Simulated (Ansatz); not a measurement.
# GaO: single-point calculation

The run: single-point calculation of GaO (P-6m2, 8 atoms in the cell). Method and program: DFT PBEsol, scalar-relativistic, plane waves, PAW, no spin polarisation (Ansatz 0.2.0).

Figures and captions count atoms from 1; the log counts them from 0 in places.

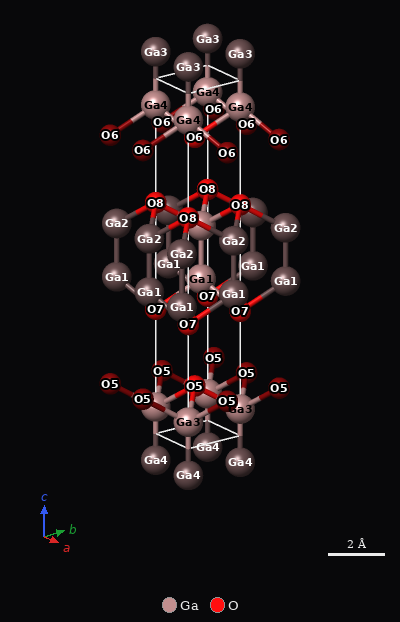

Fig. 1: The structure as given in the input (ball-and-stick view of the cell of the calculation, seen slightly off an axis; neighbours outside the cell are drawn fainter; atoms are numbered from 1 in the order of the input). An atom can appear more than once, as a periodic image.

### Input file
```yaml
crystal:
  lattice:
    - [3.0748270013, 0.0, 0.0]
    - [-1.5374135007, 2.6628782954, 0.0]
    - [0.0, 0.0, 13.077261157]
  atoms:
    - { symbol: Ga, position: [0.3333333333, 0.6666666667, 0.425] }
    - { symbol: Ga, position: [0.3333333333, 0.6666666667, 0.575] }
    - { symbol: Ga, position: [0.0, 0.0, 0.075] }
    - { symbol: Ga, position: [0.0, 0.0, 0.925] }
    - { symbol: O, position: [0.6666666667, 0.3333333333, 0.15] }
    - { symbol: O, position: [0.6666666667, 0.3333333333, 0.85] }
    - { symbol: O, position: [0.0, 0.0, 0.35] }
    - { symbol: O, position: [0.0, 0.0, 0.65] }
basis:
  ecutwfc: 420
kpoints:
  mp_grid: { grid: [6, 6, 2] }
hamiltonian:
  xc: pbesol
scf:
  occupations: { method: gaussian, width: 0.1 }
output:
  forces: true
  stress: true
  eigenvalues: true
```

Command:
```bash
ansatz run input.yaml --threads 4 --pin off --max-ram 12288MiB --backend cpu --events-out ev --progress --plain --runs-dir out
```

### What the program printed
```
Engine: ansatz 0.2.0, aarch64-unknown-linux-gnu
Pseudopotentials: kind: paw
Pseudopotential: Ga, paw, valence charge 13, recommended cutoff 420 eV (normal), Ga.paw.azcp
Pseudopotential: O, paw, valence charge 6, recommended cutoff 420 eV (normal), O.paw.azcp
Functional definition: PBEsol
  exchange = pbesol_x
  correlation = pbesol_c
Crystal: 8 atoms, lattice volume = 107.075 Å³
Basis set: ecut = 420 eV, 2083 PW (Γ), exchange–correlation on 48×48×180 points (8 copies of the dense FFT grid, shifted against one another)
Bands: 46, of which v1, the nominal top of the filled ones, is band 38 counted from 1 (37 counted from 0)
Symmetry: 12 space group operations
Space group: P-6m2 (ITA 187), of the structure as read, at distance tolerance 4.7e-5 Å
k-points: 14 of 72 (time reversal used)
Non-local potential: Ga, projectors of the file, l = 0: 2, l = 1: 2, l = 2: 3, l = 3: 1
Non-local potential: O, projectors of the file, l = 0: 2, l = 1: 2, l = 2: 1
PAW form: soft (Blöchl's): semilocal exchange-correlation on the pseudo side does not see the compensation charge
PAW frozen core: Ga, regenerated for the run's functional, and the local potential with it (the file was generated under x = pbe(κ = 0.804, μ = 0.2195149727645171), c = pbe(β = 0.06672455060314922))
PAW frozen core: O, regenerated for the run's functional, and the local potential with it (the file was generated under x = pbe(κ = 0.804, μ = 0.2195149727645171), c = pbe(β = 0.06672455060314922))
PAW one-centre angular grid: Ga, 590 points (default); XC on 64 Gauss nodes
PAW one-centre angular grid: O, 110 points (default); XC on 64 Gauss nodes
Initial density: superposition of atomic densities (neutral atoms: chi_scale 0, normalization atom), corrected by the library's trained network
Initial wavefunctions: pseudopotential atomic-orbital guess
Functional: x = pbesol(κ = 0.804, μ = 0.12345679012345678), c = pbesol(β = 0.046)
SCF iter   1: F=—  HF=-17213.392117 eV  |F-HF|=—  |Δ(HF+E_count)|=         —  Δρ=1.48e-2  dr2=1.77e-1  ethr=1.77e-3  ⟨swp⟩=7.0  Hψ=2415  notcnv=0
preconditioner: auto → Resta (q_TF=auto, 2.577 Å⁻¹)  ε∞=4.8  [insulator: Δε(μ)=1.630 eV  Ē_g=15.968 eV  σ=0.100 eV  W_gap=1.00  n_scr=40 (ndim 8)  ℏωp=31.3 eV  f_vac=0.119  D(μ)=0.00/eV (n_scr^D=0)  ε∞_Penn≈4.8]
SCF iter   2: F=—  HF=-17213.348414 eV  |F-HF|=—  |Δ(HF+E_count)|=   4.37e-2  Δρ=3.74e-3  dr2=3.08e-2  ethr=2.32e-4  ⟨swp⟩=2.0  Hψ=1239  notcnv=0  defer=39
SCF iter   3: F=—  HF=-17213.343801 eV  |F-HF|=—  |Δ(HF+E_count)|=   4.61e-3  Δρ=1.72e-3  dr2=6.10e-3  ethr=4.06e-5  ⟨swp⟩=2.0  Hψ=750  notcnv=0  defer=14
automatic band count: iteration 3 solves 44 bands in place of 46: the levels show a gap, and the empty bands left out lie too high to hold charge; the band table lists the bands solved (type scf.n_extra_bands for more)
SCF iter   4: F=—  HF=-17213.342521 eV  |F-HF|=—  |Δ(HF+E_count)|=   1.28e-3  Δρ=8.00e-4  dr2=9.63e-4  ethr=8.03e-6  ⟨swp⟩=2.0  Hψ=1074  notcnv=0  defer=14
SCF iter   5: F=—  HF=-17213.342212 eV  |F-HF|=—  |Δ(HF+E_count)|=   3.09e-4  Δρ=3.08e-4  dr2=1.31e-4  ethr=1.27e-6  ⟨swp⟩=2.0  Hψ=1074  notcnv=0  defer=14
SCF iter   6: F=—  HF=-17213.342296 eV  |F-HF|=—  |Δ(HF+E_count)|=   8.37e-5  Δρ=5.98e-5  dr2=8.52e-6  ethr=1.72e-7  ⟨swp⟩=2.7  Hψ=1123  notcnv=0  defer=14
SCF iter   7: F=—  HF=-17213.342381 eV  |F-HF|=—  |Δ(HF+E_count)|=   8.56e-5  Δρ=2.69e-5  dr2=1.12e-6  ethr=1.12e-8  ⟨swp⟩=2.0  Hψ=1114  notcnv=0  defer=14
SCF iter   8: F=—  HF=-17213.342382 eV  |F-HF|=—  |Δ(HF+E_count)|=   7.91e-7  Δρ=3.65e-5  dr2=1.56e-6  ethr=1.47e-9  ⟨swp⟩=2.5  Hψ=1136  notcnv=0  defer=14
SCF iter   9: F=-17213.342382 eV  HF=-17213.342382 eV  |F-HF|=2.54e-8  |Δ(HF+E_count)|=   2.85e-7  Δρ=6.05e-6  dr2=7.15e-8  ethr=1.32e-10  ⟨swp⟩=6.5  Hψ=3026  notcnv=0
SCF 1 converged in 9 iterations: F = -17213.342382 eV  dr2 = 7.15e-8
  greatest PAW one-centre occupation: 0.995 electrons in one spin orbital (limit 2), on the Ga atom at site 2 (counted from 0), in its partial waves of l = 2
SCF converged after 9 iterations
Free energy (F): -17213.342382 eV
Harris-Foulkes:  -17213.342382 eV  (|F-HF|=2.54e-8)
Internal energy: -17213.342382 eV  (E = F + TS)
E sigma→0 (E₀):  -17213.342382 eV
Fermi energy:    7.445951 eV
--- Per-component energies (eV) ---
  E_band       = -284.792941
  E_kinetic    = 1155.730591
  E_local      = -10035.420366  (includes V_loc(G=0)·N_el)
  E_nonlocal   = 1899.717826
  E_hartree    = 4542.550936
  E_xc         = -566.022257
  E_vxc        = -606.815639  (∫ρ·V_xc dr)
  E_paw        = -8403.974374  (= ΣΔE_a)
  E_vpaw       = -1783.118205  (= ΣTr[D̂ρ^β])
  E_aug_tail   = 0.008997  (compensation charges beyond the density's cutoff)
  E_ewald      = -5809.526797
  E_core_change = 3.593063  (= ΣΔE_core)
  E_smearing   = -0.000000  (= −TS)
  E_closure    = 0.000000  (closes the sum)
  Σ components = -17213.342382   (vs F -17213.342382, Δ=0.00e0)
--- Forces (eV/Å), atoms counted from 1 ---
  atom   1  Ga    -0.00000000     0.00000000   -10.92024490
  atom   2  Ga    -0.00000000     0.00000000    10.92024490
  atom   3  Ga    -0.00000000     0.00000000    10.92431385
  atom   4  Ga    -0.00000000     0.00000000   -10.92431385
  atom   5  O      0.00000000    -0.00000000    -2.65607148
  atom   6  O      0.00000000    -0.00000000     2.65607148
  atom   7  O      0.00000000     0.00000000     2.65183385
  atom   8  O      0.00000000     0.00000000    -2.65183385
  max |Σ_I F_I| component: 4.00e-16 eV/Å
--- Stress (GPa, compression-positive) ---
      -11.230318       0.000000      -0.000000
       -0.000000     -11.230318      -0.000000
       -0.000000      -0.000000      33.543501
  P = ⅓ Tr σ = 3.6943 GPa (36.943 kbar)
--- Band table (eV; the first three rows and the last of 14) ---
  k-point 0: bands = ["-11.2535", "-11.0971", "-11.0965", "-10.9323", "-8.4633", "-8.4091", "-7.8583", "-7.8583", "-7.8050", "-7.8050", "-7.5580", "-7.5580", "-7.5052", "-7.5052", "-7.4164", "-7.4164", "-7.3636", "-7.3636", "-7.0351", "-7.0351", "-6.9819", "-6.9819", "-6.8928", "-6.8342", "-2.0186", "-1.8669", "3.2102", "3.9182", "5.3594", "5.3594", "5.4406", "5.4406", "5.4440", "5.4440", "5.4479", "5.5259", "5.5259", "6.6096", "8.5446", "9.5061", "11.5942", "12.0209", "15.6762", "15.6762"]
  k-point 1: bands = ["-11.2249", "-11.1889", "-11.0008", "-10.9649", "-8.4631", "-8.4092", "-7.8583", "-7.8583", "-7.8050", "-7.8050", "-7.5580", "-7.5580", "-7.5052", "-7.5052", "-7.4164", "-7.4164", "-7.3635", "-7.3635", "-7.0351", "-7.0351", "-6.9819", "-6.9819", "-6.8904", "-6.8367", "-1.9708", "-1.9172", "3.4806", "3.5356", "5.3679", "5.3679", "5.4051", "5.4051", "5.4797", "5.4797", "5.5169", "5.5169", "6.0054", "6.0630", "9.0264", "9.0820", "11.8034", "11.8573", "15.6780", "15.6780"]
  k-point 2: bands = ["-11.0919", "-10.9651", "-10.9502", "-10.8185", "-8.4537", "-8.3997", "-7.8689", "-7.8669", "-7.8156", "-7.8136", "-7.5327", "-7.5040", "-7.4798", "-7.4512", "-7.3756", "-7.3715", "-7.3228", "-7.3187", "-7.0427", "-7.0160", "-6.9896", "-6.9627", "-6.8363", "-6.7779", "-1.5730", "-1.4547", "3.2510", "3.3979", "4.1384", "4.3124", "4.3999", "5.0149", "5.0822", "5.1877", "5.2204", "5.3281", "5.8527", "6.5327", "9.8703", "10.4024", "12.1853", "12.5777", "13.3269", "13.4118"]
  k-point 13: bands = ["-10.5752", "-10.5239", "-10.5212", "-10.4698", "-8.4201", "-8.3663", "-7.9966", "-7.9434", "-7.8396", "-7.7864", "-7.4357", "-7.3829", "-7.2908", "-7.2380", "-7.1689", "-7.1363", "-7.1159", "-7.0832", "-6.9309", "-6.8778", "-6.7754", "-6.7215", "-6.5160", "-6.4629", "0.3224", "0.3721", "1.8134", "1.8705", "2.1124", "2.1939", "2.9980", "3.0754", "3.9319", "4.0064", "4.7503", "4.9368", "5.1073", "5.2870", "8.7505", "8.7882", "10.5071", "10.5636", "13.5570", "13.6093"]
```

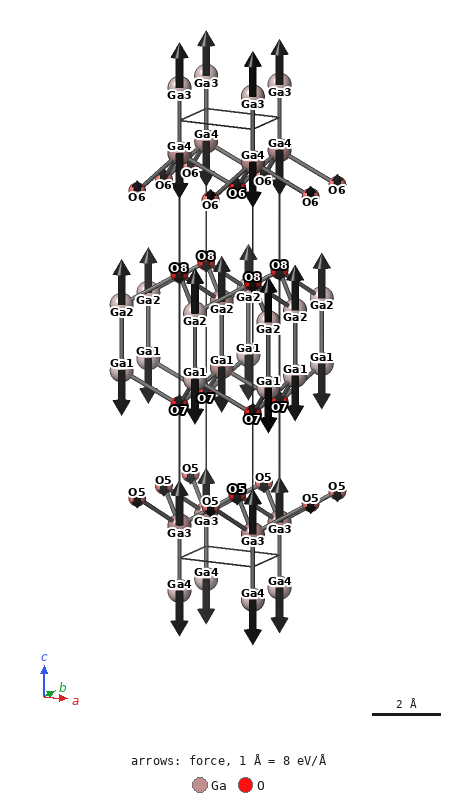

Fig. 2: Forces on the atoms as black arrows (ball-and-stick view of the cell of the calculation, seen slightly off an axis; neighbours outside the cell are drawn fainter; atoms are numbered from 1 in the order of the input). The largest act on all 4 Ga atoms (10.92 eV/Å). The geometry is not a stationary point of this energy.

### Results in brief

| quantity | value |
| --- | --- |
| outcome | converged |
| space group (tolerance 0.01 Å) | P-6m2 (187) |
| electrons treated | 76 |
| free energy | −17213.3424 eV |
| Fermi energy | 7.446 eV |
| gap on the k-point mesh | 1.68 eV |
| pressure | 3.69 GPa |
| largest force (length of the vector) | 10.924 eV/Å |
| hardware | 4 threads of Arm Neoverse V2, 24 GiB of memory available, shared host |
| wall time | 1.6 s (CPU time 5.9 s) |
| peak memory | 0.4 GiB |
